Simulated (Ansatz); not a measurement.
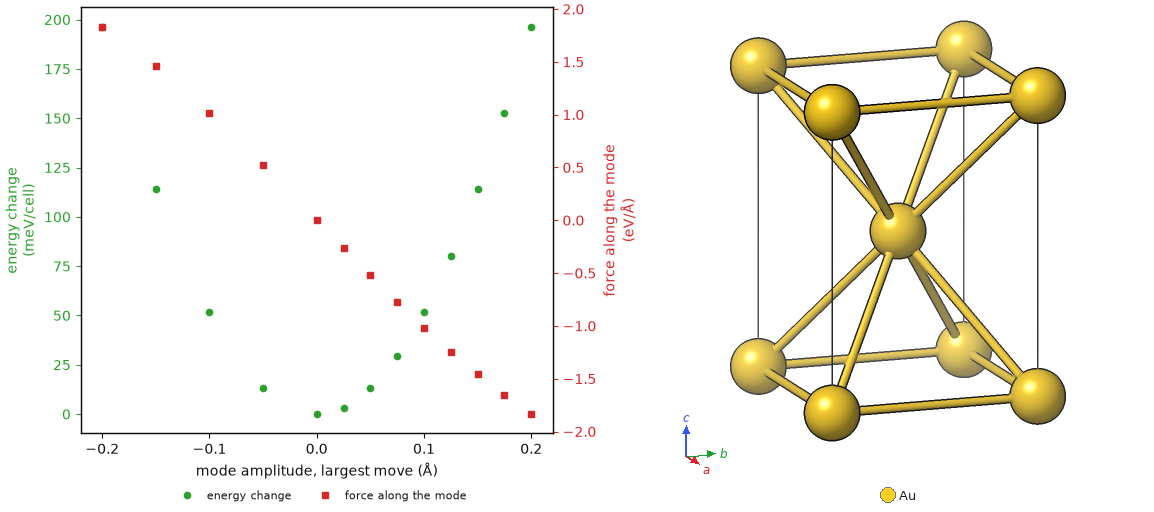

Plotted: energy change and force along the mode against mode amplitude for Au, space group Fm-3m (No. 225). The cell is drawn beside the plot.

Starting cell:
```xyz
2
Lattice="0.0000 -2.0455 -2.0455 0.0000 2.0455 -2.0455 4.0910 0.0000 0.0000" Properties=species:S:1:pos:R:3 pbc="T T T"
Au    2.0455    0.0000   -2.0455
Au    0.0000    0.0000    0.0000
```

Displacement pattern for amplitude 1 (x, y, z for each atom, in the order of the cell):
```json
{"atom": "Au1", "x": "0.00", "y": "0.71", "z": "0.71"}
{"atom": "Au2", "x": "0.00", "y": "-0.71", "z": "-0.71"}
```

Method: a normal mode of the cell frozen into a crystal at growing amplitude, by plane-wave density functional theory with PAW datasets, free energies less that of the undisturbed cell; scalar-relativistic (Ansatz 0.2.0). Level: PBEsol, no spin polarisation.

- wave cutoff: 420 eV
- k mesh: 16×16×12
- occupations: Gaussian
- smearing width: 0.15 eV
- k shift: (0, 0, 0) (mesh steps)
- start: as given

The points at mode amplitude −0.15, −0.05, 0.1 and 0.2 follow from computed ones by symmetry.

Is the starting structure at a minimum along this coordinate?

Yes: the energy rises on both sides of the starting structure, which is therefore a minimum along this path.

What does the force along the mode do across the range?

It falls from 1.83 eV/Å at mode amplitude −0.200 Å to −1.83 eV/Å at 0.200 Å, and changes sign near 0.000 Å.

Note: reference crystal is not relaxed.
